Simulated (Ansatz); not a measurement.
# TiO2: geometry relaxation (part 3 of 3)

TiO2 (slab, 9 atoms in the cell); DFT PBEsol, scalar-relativistic, plane waves, PAW, no spin polarisation (Ansatz 0.2.0); cutoff 420 eV, 9×6×1 k-mesh, Gaussian smearing of 0.05 eV. The structure derives from an entry of the Crystallography Open Database. The input holds or restrains some coordinates. Forces given for the steps count only the free coordinates. It belongs to a series of runs on one base structure; here: clean slab, lower half held.

Geometry of the input (Å; fractional positions):
```
2.9390  0.0000  0.0000
0.0000  4.5912  0.0000
0.0000  0.0000  23.3870
O  0.5000  0.1956  0.3634
Ti 0.0000  0.0000  0.4018
O  0.5000  0.8044  0.4402
O  0.0000  0.3044  0.4616
Ti 0.5000  0.5000  0.5000
O  0.0000  0.6956  0.5384
O  0.5000  0.1956  0.5598
Ti 0.0000  0.0000  0.5982
O  0.5000  0.8044  0.6366
```

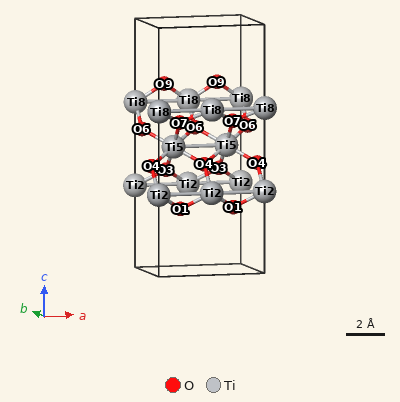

Figure 1. The geometry at step 4 of the log (ball-and-stick view of the 2 × 1 repeat of the cell, with the vacuum cut short, seen slightly off an axis; atoms are numbered from 1 in the order of the input).

```
WARN: The output density's exchange-correlation potential varies sharply where the density is thin. Do not read a vacuum level from v_tot or v_xc, or from such a field of the output density. On a cell that repeats whose density bears no net charge and no dipole along the vacuum's axis use v_es (v_loc + v_h of the components); under efield.dipole_correction with no amplitude use v_es + v_field, which holds any external_charges[].barrier, or the levels of the report's work_function block, which leave it out; under a non-zero efield.amplitude the vacuum is tilted and has no level; on a cell that repeats and bears such a dipole with no correction it is tilted too, and efield.dipole_correction with no amplitude gives each side of its ramp a level where efield: is served; in a cell that repeats whose density bears a net charge (total_charge, or a fill off its count) it is curved and has none; of a slab under crystal.periodic whose density bears no net charge use v_es, which has a level on each side, short of where the two are joined; of another it falls or rises all the way out and has none; of a slab beside external_charges read slab_vacuum_level instead, which it has where they leave it neutral. The grid or the basis barely resolves most such structure, and the values can differ between equally converged runs; as a rule a tighter scf.convergence.dr2_threshold does not remove it. Where the density itself ripples (under the LDA too) a higher basis.ecutwfc lessens it. The files hold the spikes' plane waves up to the density's cutoff. Files: v_tot_of_output_density and the like, and their columns of v_z.tsv (output.write_potential); v_xc_of_output_density and the like, and their columns of v_comp_z.tsv (output.write_potential_components). Measured: with its Gaussian average of σ = 0.25 Å subtracted twice, the exchange-correlation potential is over 0.1 eV at 499 of the grid points where the equally averaged density (valence and model cores) is under 1e-3 e/Å³, and 0.347 eV at the most among them, at an averaged density of 7.7e-4 e/Å³. The input density's (outcome.potential() and, of a run that writes arrays, v_tot and v_xc) is over 0.1 eV, so measured, at 307 points of its own thin density, 0.356 eV at the most. See output.write_potential in the manual, Limitations
SCF converged after 6 iterations
Free energy (F): -10797.297544 eV
Harris-Foulkes:  -10797.297544 eV  (|F-HF|=1.65e-8)
Internal energy: -10797.297544 eV  (E = F + TS)
E sigma→0 (E₀):  -10797.297544 eV
Fermi energy:    -1.647741 eV
Dipole field:    D = -0.002740 V/Å  (p = -0.004778 e·Å, saw-weighted, corrected)
Work function:   Φ+ = 6.6027 eV   Φ− = 6.5385 eV
Levels:          The Fermi level and band energies are counted from a zero that moves with the ramp; work functions are not
--- Per-component energies (eV) ---
  E_band       = -1398.077049
  E_kinetic    = 1861.377145
  E_local      = -72189.443510  (includes V_loc(G=0)·N_el)
  E_nonlocal   = 302.581875
  E_hartree    = 35133.347474
  E_xc         = -727.725764
  E_vxc        = -925.966567  (∫ρ·V_xc dr)
  E_paw        = -3973.601862  (= ΣΔE_a)
  E_vpaw       = -713.330751  (= ΣTr[D̂ρ^β])
  E_aug_tail   = 0.014993  (compensation charges beyond the density's cutoff)
  E_efield     = 0.000007  (sawtooth field / dipole correction)
  E_vefield    = -0.000781  (∫n·V_field dr)
  E_ewald      = 28795.522217
  E_core_change = 0.629880  (= ΣΔE_core)
  E_smearing   = -0.000000  (= −TS)
  E_closure    = 0.000000  (closes the sum)
  Σ components = -10797.297544   (vs F -10797.297544, Δ=0.00e0)
--- Forces (eV/Å), atoms counted from 1 ---
  atom   1  O      0.00000000    -2.18294467     0.99672155
  atom   2  Ti     0.00000000     3.43164216    -0.61979408
  atom   3  O      0.00000000    -0.89488369    -0.19106029
  atom   4  O      0.00000000    -0.35815344    -0.19227184
  atom   5  Ti     0.00000000    -0.00256668     0.00170770
  atom   6  O      0.00000000     0.00222171     0.00135903
  atom   7  O      0.00000000     0.00449967     0.00140554
  atom   8  Ti     0.00000000    -0.00364265     0.00767681
  atom   9  O      0.00000000     0.00380265    -0.00568120
  max |Σ_I F_I| component: 6.32e-5 eV/Å
--- Band table (eV; the first three rows and the last of 20) ---
  k-point 0: bands = ["-59.0855", "-58.8049", "-58.5854", "-35.5307", "-35.3987", "-35.3536", "-35.2865", "-35.1203", "-35.1149", "-34.9625", "-34.9033", "-34.7521", "-20.4468", "-19.5046", "-19.3404", "-19.0430", "-18.3035", "-17.7769", "-8.0167", "-7.2256", "-7.0779", "-6.6854", "-6.5143", "-5.8683", "-5.7774", "-5.5409", "-5.2728", "-4.5282", "-4.3692", "-4.1207", "-3.8675", "-3.8286", "-3.4912", "-2.9602", "-2.8508", "-2.8246", "-0.5746", "0.2259", "0.2840", "0.3452", "0.4530", "1.0732", "1.2026", "1.3892", "1.5137"]
  k-point 1: bands = ["-59.0855", "-58.8049", "-58.5854", "-35.5319", "-35.4000", "-35.3535", "-35.2863", "-35.1199", "-35.1148", "-34.9625", "-34.9033", "-34.7521", "-20.3893", "-19.5457", "-19.2987", "-19.0966", "-18.3095", "-17.7855", "-8.0011", "-7.2269", "-6.9755", "-6.6343", "-6.5222", "-5.8829", "-5.7707", "-5.4849", "-5.2569", "-4.5847", "-4.3766", "-4.1232", "-3.9494", "-3.8419", "-3.5505", "-3.0158", "-2.9595", "-2.8725", "-0.5568", "0.2337", "0.3438", "0.3533", "0.4969", "1.0844", "1.1718", "1.3880", "1.6006"]
  k-point 2: bands = ["-59.0854", "-58.8049", "-58.5854", "-35.5344", "-35.4024", "-35.3533", "-35.2859", "-35.1195", "-35.1143", "-34.9625", "-34.9033", "-34.7522", "-20.2521", "-19.5817", "-19.3634", "-19.1223", "-18.3234", "-17.8025", "-7.9862", "-7.2334", "-6.8285", "-6.5389", "-6.3227", "-5.8997", "-5.7692", "-5.4157", "-5.2102", "-4.7731", "-4.3944", "-4.2876", "-4.0692", "-3.7781", "-3.7491", "-3.2887", "-2.9711", "-2.9008", "-0.5574", "0.2382", "0.3858", "0.4083", "0.7677", "1.0822", "1.1173", "1.4159", "1.6290"]
  k-point 19: bands = ["-59.0411", "-58.7616", "-58.5387", "-35.8348", "-35.4136", "-35.3897", "-35.3433", "-35.2677", "-35.2575", "-35.0731", "-35.0141", "-34.8596", "-19.7035", "-19.2282", "-19.1391", "-18.8462", "-18.3324", "-17.7270", "-7.4869", "-7.4041", "-6.9247", "-6.7167", "-6.4897", "-6.2030", "-5.7468", "-5.3484", "-5.0193", "-4.8398", "-4.5740", "-4.1886", "-3.9635", "-3.7841", "-3.6385", "-3.3842", "-3.3061", "-2.9933", "-0.2033", "0.0718", "0.6180", "0.6625", "0.9844", "1.0791", "1.2141", "1.2746", "1.5012"]
--- Relaxed structure (7 steps of the walk, 7 accepted, 0 SCFs on fresh bases) ---
  F+E_penalty+E_count = -10797.29754382 eV   max|allowed force component| = 7.677e-3 eV/Å
  atoms:
    - { symbol: O, position: [0.5, 0.1955612559, 0.3634499676] }
    - { symbol: Ti, position: [0.0, 0.0, 0.4018418355] }
    - { symbol: O, position: [0.5, 0.8044387441000002, 0.4402337033] }
    - { symbol: O, position: [0.0, 0.3044387441, 0.4616081321] }
    - { symbol: Ti, position: [0.5, 0.48900941670496834, 0.5000053741975287] }
    - { symbol: O, position: [0.0, 0.7080597007099779, 0.537324489682985] }
    - { symbol: O, position: [0.5, 0.23154690543018192, 0.5619239666076419] }
    - { symbol: Ti, position: [0.0, -0.024875505159913724, 0.595851221297355] }
    - { symbol: O, position: [0.5, 0.868790802576331, 0.6379967589674042] }
```

## Trajectory as extended XYZ (Å, eV, eV/Å), 7 frames, from step=1 to step=7
```
9
Lattice="2.9390 0.0000 0.0000 0.0000 4.5912 0.0000 0.0000 0.0000 23.3870" Properties=species:S:1:pos:R:3:forces:R:3 step=1 energy=-10796.65738
O     1.4695    0.8979    8.5000    0.0000  -2.2607   1.0081
Ti    0.0000    0.0000    9.3979    0.0000   3.8003  -0.5447
O     1.4695    3.6934   10.2957    0.0000  -1.0474  -0.1031
O     0.0000    1.3978   10.7956    0.0000  -0.3929  -0.2743
Ti    1.4695    2.2956   11.6935    0.0000   0.0000   0.0000
O     0.0000    3.1935   12.5914    0.0000   0.3928   0.2742
O     1.4695    0.8979   13.0912    0.0000   1.0474   0.1031
Ti    0.0000    0.0000   13.9891    0.0000  -3.8003   0.5447
O     1.4695    3.6934   14.8870    0.0000   2.2606  -1.0080
9
Lattice="2.9390 0.0000 0.0000 0.0000 4.5912 0.0000 0.0000 0.0000 23.3870" Properties=species:S:1:pos:R:3:forces:R:3 step=2 energy=-10797.05095
O     1.4695    0.8979    8.5000    0.0000  -2.2512   1.0059
Ti    0.0000    0.0000    9.3979    0.0000   3.7827  -0.5601
O     1.4695    3.6934   10.2957    0.0000  -0.9913  -0.1261
O     0.0000    1.3978   10.7956    0.0000  -0.4904  -0.3204
Ti    1.4695    2.2932   11.6899    0.0000  -0.4744   0.1934
O     0.0000    3.1859   12.5766    0.0000   0.5773   0.4706
O     1.4695    0.9480   13.1403    0.0000   1.0028  -0.3981
Ti    0.0000   -0.0565   13.9696    0.0000  -2.3125   0.6486
O     1.4695    3.8439   14.9492    0.0000   1.1585  -0.9129
9
Lattice="2.9390 0.0000 0.0000 0.0000 4.5912 0.0000 0.0000 0.0000 23.3870" Properties=species:S:1:pos:R:3:forces:R:3 step=3 energy=-10797.20307
O     1.4695    0.8979    8.5000    0.0000  -2.1845   0.9977
Ti    0.0000    0.0000    9.3979    0.0000   3.4480  -0.6123
O     1.4695    3.6934   10.2957    0.0000  -0.9931   0.0779
O     0.0000    1.3978   10.7956    0.0000  -0.3245  -0.1911
Ti    1.4695    2.2376   11.7139    0.0000  -0.3057  -0.8642
O     0.0000    3.1601   12.6133    0.0000   0.9892   0.7706
O     1.4695    1.0089   13.0996    0.0000  -1.0343   1.2018
Ti    0.0000   -0.1819   14.0003    0.0000   0.1774  -1.3817
O     1.4695    3.9037   14.9675    0.0000   0.2305   0.0002
9
Lattice="2.9390 0.0000 0.0000 0.0000 4.5912 0.0000 0.0000 0.0000 23.3870" Properties=species:S:1:pos:R:3:forces:R:3 step=4 energy=-10797.26919
O     1.4695    0.8979    8.5000    0.0000  -2.1885   0.9940
Ti    0.0000    0.0000    9.3979    0.0000   3.4769  -0.6196
O     1.4695    3.6934   10.2957    0.0000  -0.8686  -0.1790
O     0.0000    1.3978   10.7956    0.0000  -0.3293  -0.2013
Ti    1.4695    2.2514   11.6931    0.0000  -0.1382   0.0193
O     0.0000    3.2437   12.5834    0.0000  -0.3565  -0.5384
O     1.4695    1.0589   13.1292    0.0000   0.4187  -0.4648
Ti    0.0000   -0.1023   13.8977    0.0000   0.3397   0.6020
O     1.4695    4.0531   14.8896    0.0000  -0.3562   0.3912
9
Lattice="2.9390 0.0000 0.0000 0.0000 4.5912 0.0000 0.0000 0.0000 23.3870" Properties=species:S:1:pos:R:3:forces:R:3 step=5 energy=-10797.29678
O     1.4695    0.8979    8.5000    0.0000  -2.1888   0.9957
Ti    0.0000    0.0000    9.3979    0.0000   3.4694  -0.6131
O     1.4695    3.6934   10.2957    0.0000  -0.8919  -0.1805
O     0.0000    1.3978   10.7956    0.0000  -0.3537  -0.2106
Ti    1.4695    2.2500   11.6923    0.0000  -0.0890   0.0743
O     0.0000    3.2426   12.5761    0.0000   0.0266  -0.0352
O     1.4695    1.0565   13.1371    0.0000   0.0455  -0.0432
Ti    0.0000   -0.1115   13.9379    0.0000  -0.0019   0.0284
O     1.4695    4.0020   14.9294    0.0000  -0.0156  -0.0175
9
Lattice="2.9390 0.0000 0.0000 0.0000 4.5912 0.0000 0.0000 0.0000 23.3870" Properties=species:S:1:pos:R:3:forces:R:3 step=6 energy=-10797.29737
O     1.4695    0.8979    8.5000    0.0000  -2.1853   0.9963
Ti    0.0000    0.0000    9.3979    0.0000   3.4475  -0.6168
O     1.4695    3.6934   10.2957    0.0000  -0.8933  -0.1868
O     0.0000    1.3978   10.7956    0.0000  -0.3552  -0.2026
Ti    1.4695    2.2471   11.6932    0.0000  -0.0379   0.0015
O     0.0000    3.2471   12.5699    0.0000   0.0242   0.0109
O     1.4695    1.0591   13.1373    0.0000   0.0083   0.0131
Ti    0.0000   -0.1135   13.9365    0.0000   0.0031  -0.0144
O     1.4695    3.9959   14.9248    0.0000  -0.0115  -0.0013
9
Lattice="2.9390 0.0000 0.0000 0.0000 4.5912 0.0000 0.0000 0.0000 23.3870" Properties=species:S:1:pos:R:3:forces:R:3 step=7 energy=-10797.29754
O     1.4695    0.8979    8.5000    0.0000  -2.1829   0.9967
Ti    0.0000    0.0000    9.3979    0.0000   3.4316  -0.6198
O     1.4695    3.6934   10.2957    0.0000  -0.8949  -0.1911
O     0.0000    1.3978   10.7956    0.0000  -0.3582  -0.1923
Ti    1.4695    2.2452   11.6936    0.0000  -0.0026   0.0017
O     0.0000    3.2509   12.5664    0.0000   0.0022   0.0014
O     1.4695    1.0631   13.1417    0.0000   0.0045   0.0014
Ti    0.0000   -0.1142   13.9352    0.0000  -0.0036   0.0077
O     1.4695    3.9888   14.9208    0.0000   0.0038  -0.0057
```

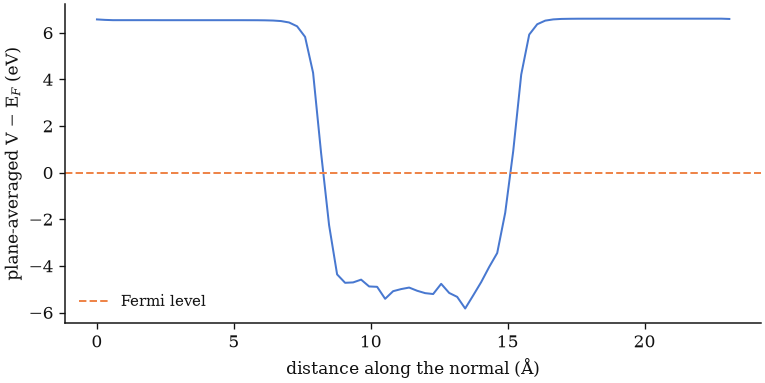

Figure 2. Plane average of the electrostatic potential energy of an electron across the cell, from the Fermi level. The vacuum level lies 6.60 eV above the Fermi level on the upper side and 6.54 eV on the lower.

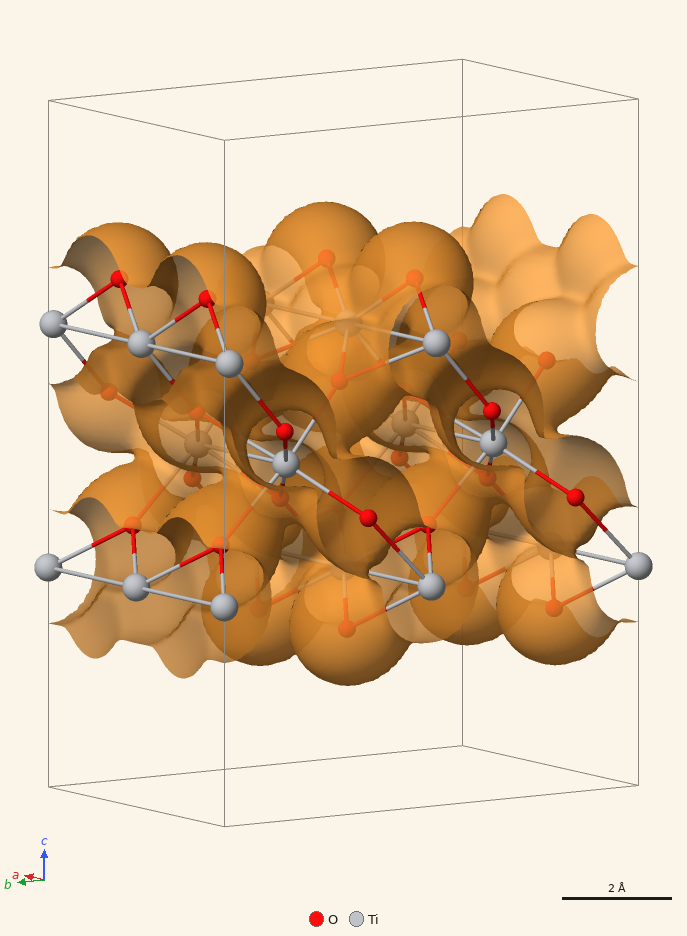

Figure 3. Isosurface of the valence charge density (pseudo) at 0.2 e/Å³ (orange), seen at an oblique angle. Sticks mark near contacts. At this value the density is joined into sheets; it holds about 95 % of the electrons treated as valence (semicore included). On the grid the lowest density along these lines, outside the cores, is 0.99 e/Å³ (Ti–O, 1.84 Å), 0.27 e/Å³ (Ti–Ti, 2.94 Å), 0.78 e/Å³ (Ti–O, 1.92 Å) and 0.66 e/Å³ (Ti–O, 1.98 Å). In a PAW calculation such maps are meaningful between the atoms, not at the nuclei.

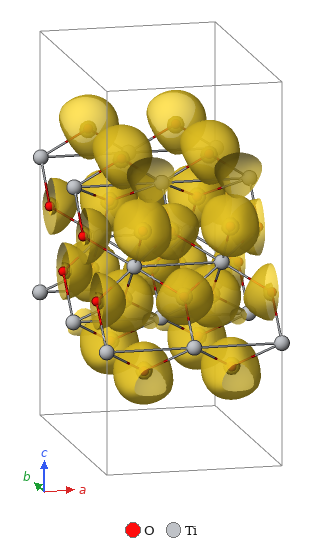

Figure 4. Isosurface of the electron localisation function at 0.6 (yellow), seen slightly off an axis. Only the valence region is drawn (cores and ρ < 0.01 e/Å³ removed). Sticks mark near contacts. Values along the shortest contacts: Ti–O (1.84 Å): the ELF is about 0.25 at the midpoint. Ti–Ti (2.94 Å): the ELF is about 0.15 at the midpoint.

## Results in brief

| quantity | value |
| --- | --- |
| outcome | converged under the restraints of the input |
| electrons treated | 72 |
| free energy | −10797.2975 eV |
| work function, top face | 6.60 eV |
| work function, bottom face | 6.54 eV |
| Fermi energy | −1.648 eV |
| gap on the k-point mesh | 2.15 eV |
| final volume | 315.58 Å³ |
| work function (upper face) | 6.60 eV |
| largest force (length of the vector) at the end, held atoms and coordinates included | 3.487 eV/Å |
| wall time | 41 s (CPU time 80 s) |
| peak memory | 0.68 GiB |

## Notes

The program warns: the exchange-correlation potential is rough where the density is thin.
